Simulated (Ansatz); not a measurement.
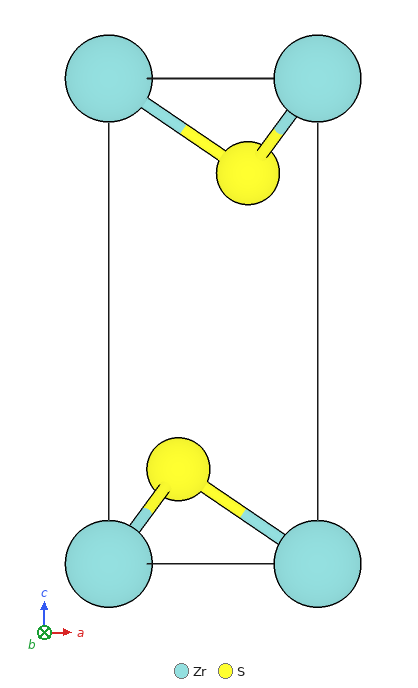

The crystal in a ball-and-stick representation, seen along the b axis. The wireframe shows the conventional unit cell.

Unit-cell dimensions: a = 3.687 Å, b = 3.687 Å, c = 7.425 Å, α = 90.00°, β = 90.00°, γ = 120.00°.

The composition is ZrS₂.

**What lies around S?**

Three Zr in a trigonal pyramidal arrangement at about 2.6 Å.

**What is the topology of the bonding, in broad terms?**

The bonds build ZrS2 layers parallel to (001).

Provenance: a structure type known for this compound. It was relaxed at fixed volume with Ansatz 0.2.0, DFT PBE, scalar-relativistic, plane waves, PAW.
